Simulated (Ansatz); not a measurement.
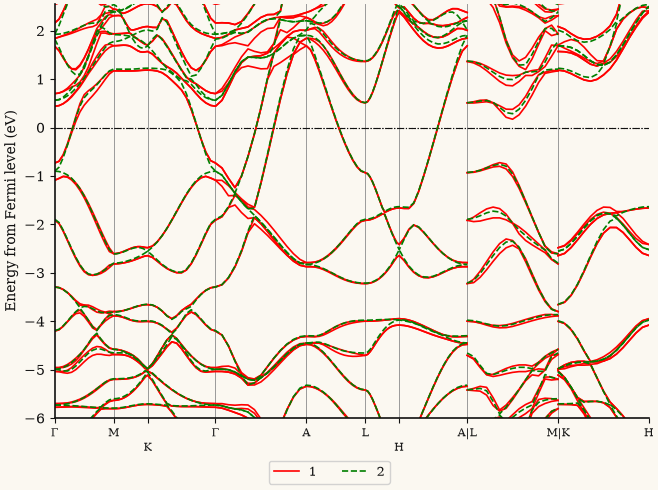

Band structures of TaN, space group P-62m (No. 189), 6 atoms in the cell (a = 5.196 Å, c = 2.911 Å (hexagonal axes)), by two methods on the same cell. Each is counted from its own Fermi level.

**Which curve is which? The methods: LDA, LDA+SOC.**

1 is LDA+SOC; 2 is LDA. LDA+SOC gives a metal and LDA gives a metal. Spin-orbit coupling splits levels that are degenerate without it.

Settings. LDA+SOC: Ansatz PAW, spin-orbit coupling, no magnetisation, 5×5×7 k mesh, 420 eV cutoff, Fermi-Dirac smearing of 0.05 eV (Ansatz). LDA: Ansatz PAW, no spin polarisation, no spin-orbit coupling, 6×6×9 k mesh, 420 eV cutoff, Fermi-Dirac smearing of 0.05 eV (Ansatz).

Bands are joined in order of energy. The cell is at −10 GPa in LDA+SOC and −10 GPa in LDA. The PAW data sets were made with another functional.
